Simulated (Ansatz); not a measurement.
## Electronic structure of Ga$_{2}$S$_{3}$ in real space

The calculation's input:

```
crystal:
  lattice:
    - [5.5625454906, -3.1978788747, -0.0032876207]
    - [5.5625454906, 3.1978788747, -0.0032876207]
    - [-3.6041318897, 0.0, 6.003903124]
  atoms:
    - { symbol: Ga, position: [0.7307204592, 0.863811516, 0.3800451154] }
    - { symbol: Ga, position: [0.863811516, 0.7307204592, 0.8800451154] }
    - { symbol: Ga, position: [0.3596511295, 0.5530584732, 0.3713273136] }
    - { symbol: Ga, position: [0.5530584732, 0.3596511295, 0.8713273136] }
    - { symbol: S, position: [0.7553496606, 0.563523149, 0.494754795] }
    - { symbol: S, position: [0.563523149, 0.7553496606, 0.994754795] }
    - { symbol: S, position: [0.4067718705, 0.2386560466, 0.4865812867] }
    - { symbol: S, position: [0.2386560466, 0.4067718705, 0.9865812867] }
    - { symbol: S, position: [0.9159062742, 0.0905514712, 0.0182884894] }
    - { symbol: S, position: [0.0905514712, 0.9159062742, 0.5182884894] }
kpoints:
  mp_grid: { grid: [4, 4, 4] }
hamiltonian:
  xc: r2scan
  dispersion: rvv10
scf:
  occupations: { method: fermi_dirac, width: 0.03 }
relax:
  f_tol: 0.01
  cell: {}
  max_steps: 120
output:
  write_density: true
  write_potential: true
  elf: true
  volumetric_format: npy
```

Command:

```sh
ansatz run input.yaml --threads 4 --pin off --max-ram 4608MiB --backend cpu --events-out ev --progress --plain --runs-dir out
```

Below, planes, directions and counts refer to the conventional cell (a = 11.12 Å, b = 6.40 Å, c = 7.02 Å, α = 90.00°, β = 120.97°, γ = 90.00°).

The fields are those of the run's last geometry, not of the input's.

Space group Cc; a structure from a database of computed crystals, not necessarily the ambient phase; started from the database structure prototype, which need not be the ambient phase.

Theory: DFT, r2SCAN+rVV10, plane waves, PAW (Ansatz).

Core electrons are frozen (PAW), and the valence fields are smoothed inside the atomic spheres.

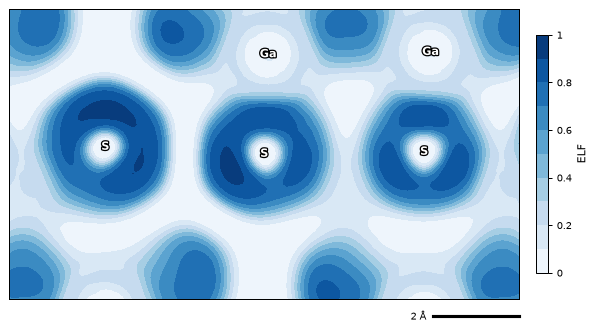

Figure 1. ELF on the (010) plane of the conventional cell.

Question: Describe what can be read from this map.

Answer: The plane passes through Ga and S nuclei. Ga–S (2.32 Å): the ELF peaks at about 0.90 in the valence shell of S, 0.8 Å from its nucleus, and is about 0.70 at the midpoint. The ELF also peaks beside S, away from the bonds: lone-pair regions.

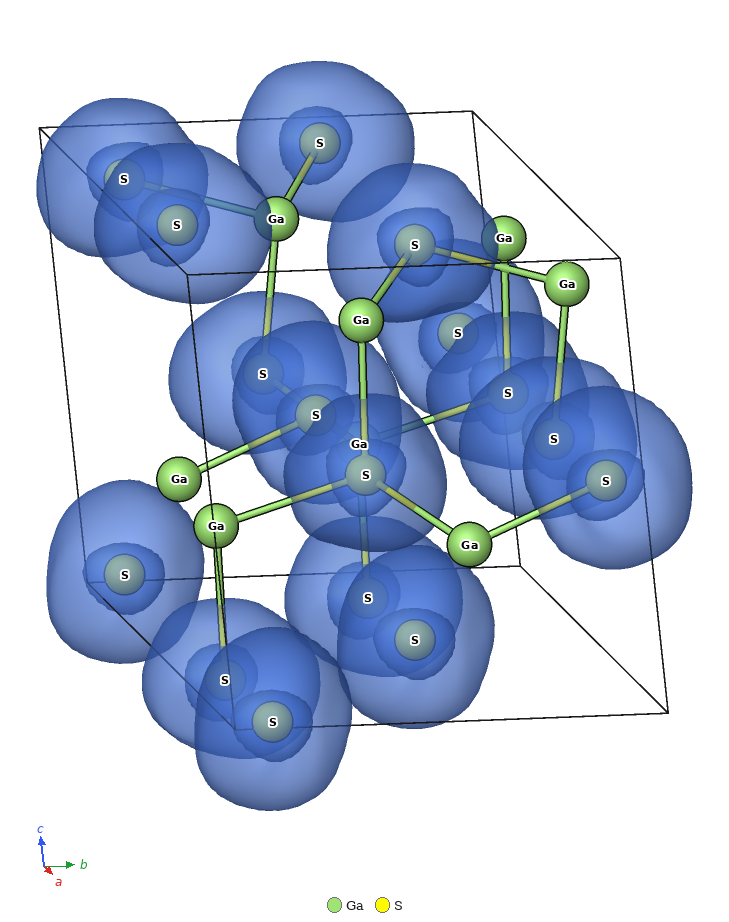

Figure 2. Isosurface of the electron localisation function at 0.7 (blue), seen slightly off an axis. Core shells and regions of very low density are left out. Sticks mark near contacts.

Question: Identify the bonds, lone pairs and shells in this picture.

Answer: The ELF exceeds this value in twelve regions on S in which the atom's valence shell and bonds are merged, counted in one cell of 20 atoms. Regions shared between cells count once. Along the contacts the grid gives the following. Ga–S (2.20 Å): the ELF peaks at about 0.85 in the valence shell of S, 0.9 Å from its nucleus, and is about 0.70 at the midpoint. Ga–S (2.31 Å): the ELF peaks at about 0.90 in the valence shell of S, 0.8 Å from its nucleus, and is about 0.70 at the midpoint.

Question: Does the calculation make it a metal, or give it a gap?

Answer: It is gapped, with a Kohn–Sham gap of 2.3 eV on the k-point mesh (the band edges may lie off the mesh, which would make the gap smaller).
